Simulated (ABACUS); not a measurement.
**KCl: band-structure run**

The run: band-structure run of KCl (Fm-3m, 2 atoms in the cell). Method and program: Kohn-Sham DFT of a periodic cell, RPBE, SG15 ONCV 1.2 PBE, no spin polarisation (ABACUS 3.10.1).

The structure derives from an entry of the Crystallography Open Database. It belongs to a series of runs on one base structure; here: bands on the converged density.

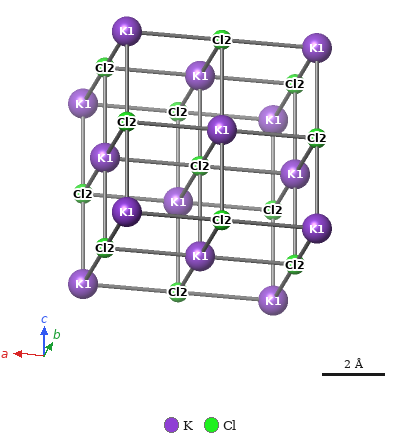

**Figure 1.** The structure (ball-and-stick view of the cell 4 times as large as that of the calculation, set on its symmetry axes, seen at an oblique angle; atoms are numbered from 1 in the order of the input). Near neighbours in the crystal (not all of them lie inside the picture): K has 6 Cl at 3.15 Å; Cl has 6 K at 3.15 Å.

Key numbers

| quantity | value |
| --- | --- |
| outcome | converged |
| space group (tolerance 0.01 Å) | Fm-3m (225) |
| electrons treated | 16 |
| Fermi energy of the self-consistent step | 3.604 eV |
| gap on the band path | 5.56 eV |
| hardware | 4 threads of Intel Xeon (Sapphire Rapids), 16 GiB of memory available, shared host |
| wall time | 19 s (CPU time 76 s) |
| peak memory | 0.48 GiB |

The input
```
INPUT_PARAMETERS
suffix              KCl
calculation         nscf
basis_type          pw
pseudo_dir          ./
symmetry            -1
dft_functional      GGA_X_RPBE+GGA_C_PBE
ecutwfc             74.0
pseudo_rcut         10
nspin               1
nbands              18
ks_solver           dav
smearing_method     fd
smearing_sigma      0.00367493
scf_thr             1e-08
scf_nmax            100
mixing_type         broyden
mixing_beta         0.7
init_chg            file
pw_diag_thr         1e-07
out_band            1
kpar                4
```

File STRU
```
ATOMIC_SPECIES
K 39.0983 K_ONCV_PBE-1.2.upf
Cl 35.4500 Cl_ONCV_PBE-1.2.upf

LATTICE_CONSTANT
1.8897261246

LATTICE_VECTORS
0.0000000000 3.1464700000 3.1464700000
3.1464700000 0.0000000000 3.1464700000
3.1464700000 3.1464700000 0.0000000000

ATOMIC_POSITIONS
Direct

K
0.0
1
0.0000000000 0.0000000000 0.0000000000 1 1 1

Cl
0.0
1
0.5000000000 0.5000000000 0.5000000000 1 1 1
```

File KPT
```
K_POINTS
12
Line
0.00000000 0.00000000 0.00000000 10 // G
0.50000000 0.00000000 0.50000000 10 // X
0.50000000 0.25000000 0.75000000 10 // W
0.37500000 0.37500000 0.75000000 10 // K
0.00000000 0.00000000 0.00000000 10 // G
0.50000000 0.50000000 0.50000000 10 // L
0.62500000 0.25000000 0.62500000 10 // U
0.50000000 0.25000000 0.75000000 10 // W
0.50000000 0.50000000 0.50000000 10 // L
0.37500000 0.37500000 0.75000000 1 // K
0.62500000 0.25000000 0.62500000 10 // U
0.50000000 0.00000000 0.50000000 1 // X
```

Launch command:
```bash
OMP_NUM_THREADS=1 mpirun -np 4 abacus > log
```

The program's output
```
ABACUS v3.10.1

               Atomic-orbital Based Ab-initio Computation at UStc

 ------------------------------------------------------------------------------------

 READING GENERAL INFORMATION
                           global_out_dir = OUT.KCl/
                           global_in_card = INPUT
                               pseudo_dir = ./
                              orbital_dir =
                                    DSIZE = 4
                                    GSIZE = 1

 READING UNITCELL INFORMATION
                                    ntype = 2
                  lattice constant (Bohr) = 1.88973
              lattice constant (Angstrom) = 1

 READING ATOM TYPE 1
                               atom label = K
                      L=0, number of zeta = 1
                      L=1, number of zeta = 1
                      L=2, number of zeta = 1
             number of atom for this type = 1

 READING ATOM TYPE 2
                               atom label = Cl
                      L=0, number of zeta = 1
                      L=1, number of zeta = 1
                      L=2, number of zeta = 1
             number of atom for this type = 1

                        TOTAL ATOM NUMBER = 2
DIRECT COORDINATES
    atom                   x                   y                   z     mag                  vx                  vy                  vz
taud_K1            0.0000000000        0.0000000000        0.0000000000  0.0000        0.0000000000        0.0000000000        0.0000000000
taud_Cl1            0.5000000000        0.5000000000        0.5000000000  0.0000        0.0000000000        0.0000000000        0.0000000000

                          Volume (Bohr^3) = 420.434
                             Volume (A^3) = 62.3018

 Lattice vectors: (Cartesian coordinate: in unit of a_0)
                   +0            +3.14647            +3.14647
             +3.14647                  +0            +3.14647
             +3.14647            +3.14647                  +0
 Reciprocal vectors: (Cartesian coordinate: in unit of 2 pi/a_0)
            -0.158908           +0.158908           +0.158908
            +0.158908           -0.158908           +0.158908
            +0.158908           +0.158908           -0.158908
 The esolver type has been set to : ksdft_pw

                PAO radial cut off (Bohr) = 10

 Read in pseudopotential file is K_ONCV_PBE-1.2.upf
                     pseudopotential type = NC
          exchange-correlation functional = PBE
                 nonlocal core correction = 0
                        valence electrons = 9
                                     lmax = 2
                           number of zeta = 0
                     number of projectors = 6
                           L of projector = 0
                           L of projector = 0
                           L of projector = 1
                           L of projector = 1
                           L of projector = 2
                           L of projector = 2
 XC functional updated to : GGA_X_RPBE+GGA_C_PBE
          exchange-correlation functional = GGA_X_RPBE+GGA_C_PBE
                PAO radial cut off (Bohr) = 10

 Read in pseudopotential file is Cl_ONCV_PBE-1.2.upf
                     pseudopotential type = NC
          exchange-correlation functional = PBE
                 nonlocal core correction = 0
                        valence electrons = 7
                                     lmax = 1
                           number of zeta = 0
                     number of projectors = 4
                           L of projector = 0
                           L of projector = 0
                           L of projector = 1
                           L of projector = 1
 XC functional updated to : GGA_X_RPBE+GGA_C_PBE
          exchange-correlation functional = GGA_X_RPBE+GGA_C_PBE
     initial pseudo atomic orbital number = 0

 SETUP THE ELECTRONS NUMBER
             electron number of element K = 9
       total electron number of element K = 9
            electron number of element Cl = 7
      total electron number of element Cl = 7
            AUTOSET number of electrons:  = 16
                           occupied bands = 8
                                   NBANDS = 18
                                   NLOCAL = 18

%%%%%%%%%%%%%%%%%%%%%%%%%%%%%%%%%%%%%%%%%%%%%%%%%%%%%%%%%%%%%%%%%%%%%%%%%%%%%%%%%%%%%%%%%%%%%%%%%%%%%%%%%%
 Warning: the number of valence electrons in pseudopotential > 1 for K: [Ar] 4s1
 Pseudopotentials with additional electrons can yield (more) accurate outcomes, but may be less efficient.
 If you're confident that your chosen pseudopotential is appropriate, you can safely ignore this warning.
%%%%%%%%%%%%%%%%%%%%%%%%%%%%%%%%%%%%%%%%%%%%%%%%%%%%%%%%%%%%%%%%%%%%%%%%%%%%%%%%%%%%%%%%%%%%%%%%%%%%%%%%%%

 SETUP THE PLANE WAVE BASIS
 energy cutoff for charge/potential (unit:Ry) = 296
            fft grid for charge/potential = [ 48, 48, 48 ]
                        fft grid division = [ 1, 1, 1 ]
        big fft grid for charge/potential = [ 48, 48, 48 ]
                                     nbxx = 110592
                                     nrxx = 110592

 SETUP PLANE WAVES FOR CHARGE/POTENTIAL
                    number of plane waves = 36085
                         number of sticks = 1429

 PARALLEL PW FOR CHARGE/POTENTIAL
     PROC   COLUMNS(POT)             PW
        1           1429          36085
 --------------- sum -------------------
        1           1429          36085
                            number of |g| = 356
                                  max |g| = 26.7669
                                  min |g| = 0

----------- Double Check Mixing Parameters Begin ------------
mixing_type: broyden
mixing_beta: 0.7
mixing_gg0: 1
mixing_gg0_min: 0.1
mixing_ndim: 8
----------- Double Check Mixing Parameters End ------------

 SETUP K-POINTS
                                    nspin = 1
                                   nkstot = 102
K-POINTS DIRECT COORDINATES
 KPOINTS    DIRECT_X    DIRECT_Y    DIRECT_Z  WEIGHT
       1  0.00000000  0.00000000  0.00000000  1.0000
       2  0.05000000  0.00000000  0.05000000  1.0000
       3  0.10000000  0.00000000  0.10000000  1.0000
       4  0.15000000  0.00000000  0.15000000  1.0000
       5  0.20000000  0.00000000  0.20000000  1.0000
       6  0.25000000  0.00000000  0.25000000  1.0000
       7  0.30000000  0.00000000  0.30000000  1.0000
       8  0.35000000  0.00000000  0.35000000  1.0000
       9  0.40000000  0.00000000  0.40000000  1.0000
      10  0.45000000  0.00000000  0.45000000  1.0000
      11  0.50000000  0.00000000  0.50000000  1.0000
      12  0.50000000  0.02500000  0.52500000  1.0000
      13  0.50000000  0.05000000  0.55000000  1.0000
      14  0.50000000  0.07500000  0.57500000  1.0000
      15  0.50000000  0.10000000  0.60000000  1.0000
      16  0.50000000  0.12500000  0.62500000  1.0000
      17  0.50000000  0.15000000  0.65000000  1.0000
      18  0.50000000  0.17500000  0.67500000  1.0000
      19  0.50000000  0.20000000  0.70000000  1.0000
      20  0.50000000  0.22500000  0.72500000  1.0000
      21  0.50000000  0.25000000  0.75000000  1.0000
      22  0.48750000  0.26250000  0.75000000  1.0000
      23  0.47500000  0.27500000  0.75000000  1.0000
      24  0.46250000  0.28750000  0.75000000  1.0000
      25  0.45000000  0.30000000  0.75000000  1.0000
      26  0.43750000  0.31250000  0.75000000  1.0000
      27  0.42500000  0.32500000  0.75000000  1.0000
      28  0.41250000  0.33750000  0.75000000  1.0000
      29  0.40000000  0.35000000  0.75000000  1.0000
      30  0.38750000  0.36250000  0.75000000  1.0000
[... 72 further k points ...]

           k-point number in this process = 26
       minimum distributed K point number = 25

[... K-POINTS CARTESIAN COORDINATES: 26 rows ...]

[... K-POINTS DIRECT COORDINATES: 26 rows ...]

 SETUP PLANE WAVES FOR WAVE FUNCTIONS
     energy cutoff for wavefunc (unit:Ry) = 74
              fft grid for wave functions = [ 48, 48, 48 ]
                    number of plane waves = 5577
                         number of sticks = 421

 PARALLEL PW FOR WAVE FUNCTIONS
     PROC   COLUMNS(POT)             PW
        1            421           5577
 --------------- sum -------------------
        1            421           5577

 SETUP NONLOCAL PSEUDOPOTENTIALS IN PLANE WAVE BASIS
 K non-local projectors:
 projector 1 L=0
 projector 2 L=0
 projector 3 L=1
 projector 4 L=1
 projector 5 L=2
 projector 6 L=2
 Cl non-local projectors:
 projector 1 L=0
 projector 2 L=0
 projector 3 L=1
 projector 4 L=1
      TOTAL NUMBER OF NONLOCAL PROJECTORS = 26

 Init Non-Local PseudoPotential table :
 Init Non-Local-Pseudopotential done.

                                     npwx = 4573

 -------------------------------------------
 NONSELF-CONSISTENT
 -------------------------------------------
                                 init_chg = file
 try to read charge from file
 Read in the charge density: OUT.KCl//KCl-CHARGE-DENSITY.restart

 PW ALGORITHM --------------- ION=   1  ELEC=   1--------------------------------

 k(1/102) Iter steps (avg)=22 threshold=1e-07
 k(2/102) Iter steps (avg)=24 threshold=1e-07
 k(3/102) Iter steps (avg)=20 threshold=1e-07
 k(4/102) Iter steps (avg)=17 threshold=1e-07
 k(5/102) Iter steps (avg)=16 threshold=1e-07
 k(6/102) Iter steps (avg)=16 threshold=1e-07
 k(7/102) Iter steps (avg)=17 threshold=1e-07
 k(8/102) Iter steps (avg)=18 threshold=1e-07
 k(9/102) Iter steps (avg)=19 threshold=1e-07
 k(10/102) Iter steps (avg)=30 threshold=1e-07
 k(11/102) Iter steps (avg)=21 threshold=1e-07
 k(12/102) Iter steps (avg)=46 threshold=1e-07
 k(13/102) Iter steps (avg)=31 threshold=1e-07
 k(14/102) Iter steps (avg)=52 threshold=1e-07
 k(15/102) Iter steps (avg)=41 threshold=1e-07
 k(16/102) Iter steps (avg)=29 threshold=1e-07
 k(17/102) Iter steps (avg)=53 threshold=1e-07
 k(18/102) Iter steps (avg)=27 threshold=1e-07
 k(19/102) Iter steps (avg)=42 threshold=1e-07
 k(20/102) Iter steps (avg)=28 threshold=1e-07
 k(21/102) Iter steps (avg)=30 threshold=1e-07
 k(22/102) Iter steps (avg)=20 threshold=1e-07
 k(23/102) Iter steps (avg)=23 threshold=1e-07
 k(24/102) Iter steps (avg)=27 threshold=1e-07
 k(25/102) Iter steps (avg)=19 threshold=1e-07
 k(26/102) Iter steps (avg)=28 threshold=1e-07
[... levels at 26 k points of this process ...]

 Density error is 0.00000000000
                          Error Threshold = 1.00000000000e-07
----------------------------------------------------------
     Energy           Rydberg                 eV
----------------------------------------------------------
 E_KohnSham     -87.3881108264       -1188.9762446951
 E_KS(sigma->0) -87.3881108264       -1188.9762446951
 E_Harris       -87.3881108264       -1188.9762446951
 E_band         -9.5678079219        -130.1767051079
 E_one_elec     -31.4622900693       -428.0664170719
 E_Hartree      20.4520657016        278.2646294116
 E_xc           -14.7110064134       -200.1535105374
 E_Ewald        -61.6668800452       -839.0209464975
 E_entropy(-TS) 0.0000000000         0.0000000000
 E_descf        0.0000000000         0.0000000000
 E_exx          0.0000000000         0.0000000000
 E_Fermi        0.2686149815         3.6546943167
----------------------------------------------------------

 charge density convergence is achieved
 final etot is -1188.9762447 eV
 EFERMI = 3.6546943167 eV

 STATE ENERGY(eV) AND OCCUPATIONS    NSPIN == 1
 1/26 kpoint (Cartesian) = 0.0000 0.0000 0.0000 (4573 pws)
       1       -26.3238      0.0196078
       2       -11.1016      0.0196078
       3       -9.77661      0.0196078
       4       -9.77661      0.0196078
       5       -9.77661      0.0196078
       6       0.966567      0.0196078
       7       0.966567      0.0196078
       8       0.966567      0.0196078
       9        6.52445    2.32305e-27
      10        9.57497    7.40570e-54
      11        9.57497    7.40570e-54
      12        9.57497    7.40570e-54
      13        10.3882    6.39770e-61
      14        10.3882    6.39770e-61
      15        14.4113        0.00000
      16        17.1524        0.00000
      17        17.1524        0.00000
      18        17.1524        0.00000

 2/26 kpoint (Cartesian) = 0.0000 0.015891 0.0000 (4553 pws)
       1       -26.3235      0.0196078
       2       -11.1090      0.0196078
       3       -9.77786      0.0196078
       4       -9.77786      0.0196078
       5       -9.76558      0.0196078
       6       0.919171      0.0196078
       7       0.959646      0.0196078
       8       0.959646      0.0196078
       9        6.60475    4.66220e-28
      10        9.50433    3.04187e-53
      11        9.63868    2.07111e-54
      12        9.63868    2.07111e-54
      13        10.4071    4.38578e-61
      14        10.4585    1.56856e-61
      15        14.5311        0.00000
      16        16.9631        0.00000
      17        16.9631        0.00000
      18        17.1802        0.00000

 3/26 kpoint (Cartesian) = 0.0000 0.031782 0.0000 (4561 pws)
       1       -26.3225      0.0196078
       2       -11.1274      0.0196078
       3       -9.78150      0.0196078
       4       -9.78150      0.0196078
       5       -9.73795      0.0196078
       6       0.794972      0.0196078
       7       0.940115      0.0196078
       8       0.940115      0.0196078
       9        6.82728    5.44137e-30
      10        9.31530    1.33354e-51
      11        9.82664    4.82594e-56
      12        9.82664    4.82594e-56
      13        10.4626    1.44514e-61
      14        10.6618    2.68654e-63
      15        14.8584        0.00000
      16        16.5324        0.00000
      17        16.5325        0.00000
      18        17.2267        0.00000

 4/26 kpoint (Cartesian) = 0.0000 0.047672 0.0000 (4528 pws)
       1       -26.3211      0.0196078
       2       -11.1475      0.0196078
       3       -9.78719      0.0196078
       4       -9.78719      0.0196078
       5       -9.70713      0.0196078
       6       0.635855      0.0196078
       7       0.911295      0.0196078
       8       0.911295      0.0196078
       9        7.15029    8.51344e-33
      10        9.05731    2.32231e-49
      11        10.1294    1.13112e-58
      12        10.1294    1.13112e-58
      13        10.5515    2.44075e-62
      14        10.9723    5.40213e-66
      15        15.3110        0.00000
      16        16.0323        0.00000
      17        16.0323        0.00000
      18        16.1217        0.00000

 5/26 kpoint (Cartesian) = 0.0000 0.063563 0.0000 (4552 pws)
       1       -26.3192      0.0196078
       2       -11.1594      0.0196078
       3       -9.79438      0.0196078
       4       -9.79438      0.0196078
       5       -9.68818      0.0196078
       6       0.485157      0.0196078
       7       0.877583      0.0196078
       8       0.877583      0.0196078
       9        7.53257    4.07045e-36
      10        8.77686    6.33689e-47
      11        10.5311    3.67045e-62
      12        10.5311    3.67045e-62
      13        10.6681    2.37019e-63
      14        11.3370    3.67295e-69
      15        15.0668        0.00000
      16        15.5477        0.00000
      17        15.5477        0.00000
      18        15.7764        0.00000

 6/26 kpoint (Cartesian) = 0.0000 0.079454 0.0000 (4552 pws)
       1       -26.3172      0.0196078
       2       -11.1563      0.0196078
       3       -9.80239      0.0196078
       4       -9.80239      0.0196078
       5       -9.69229      0.0196078
       6       0.373112      0.0196078
       7       0.843387      0.0196078
       8       0.843387      0.0196078
       9        7.94596    1.04461e-39
      10        8.50677    1.40540e-44
      11        10.8040    1.56546e-64
      12        11.0075    2.66927e-66
      13        11.0075    2.66927e-66
      14        11.6714    4.57514e-72
      15        14.1011        0.00000
      16        15.1269        0.00000
      17        15.1269        0.00000
      18        16.1470        0.00000

[... levels at 20 further k points ...]

 --------------------------------------------
 !FINAL_ETOT_IS -1188.976244695127 eV
 --------------------------------------------

 Output bands in file: OUT.KCl/BANDS_1.dat
```

Standard output
```
ABACUS v3.10.1

               Atomic-orbital Based Ab-initio Computation at UStc

 dft_functional readin is: GGA_X_RPBE+GGA_C_PBE
 dft_functional in pseudopot file is: PBE
 Please make sure this is what you need
 dft_functional readin is: GGA_X_RPBE+GGA_C_PBE
 dft_functional in pseudopot file is: PBE
 Please make sure this is what you need

%%%%%%%%%%%%%%%%%%%%%%%%%%%%%%%%%%%%%%%%%%%%%%%%%%%%%%%%%%%%%%%%%%%%%%%%%%%%%%%%%%%%%%%%%%%%%%%%%%%%%%%%%
 Warning: the number of valence electrons in pseudopotential > 1 for K: [Ar] 4s1
 Pseudopotentials with additional electrons can yield (more) accurate outcomes, but may be less efficient.
 If you're confident that your chosen pseudopotential is appropriate, you can safely ignore this warning.
%%%%%%%%%%%%%%%%%%%%%%%%%%%%%%%%%%%%%%%%%%%%%%%%%%%%%%%%%%%%%%%%%%%%%%%%%%%%%%%%%%%%%%%%%%%%%%%%%%%%%%%%%

 UNIFORM GRID DIM        : 48 * 48 * 48
 UNIFORM GRID DIM(BIG)   : 48 * 48 * 48
func,idGGA_X_RPBE 117
func,idGGA_C_PBE 130
 ---------------------------------------------------------
 ---------------------------------------------------------
 SPIN    KPOINTS         PROCESSORS  THREADS
 1       102             4           4
 ---------------------------------------------------------
 Use plane wave basis
 ---------------------------------------------------------
 ELEMENT NATOM       XC
 K       1
 Cl      1
 ---------------------------------------------------------
 Initial plane wave basis and FFT box
 ---------------------------------------------------------
 -------------------------------------------
 NONSELF-CONSISTENT :
 -------------------------------------------
 START CHARGE      : file
 ITER       ETOT/eV          EDIFF/eV         DRHO     TIME/s
 DA1     -1.18897624e+03   0.00000000e+00   0.0000e+00  18.56
```
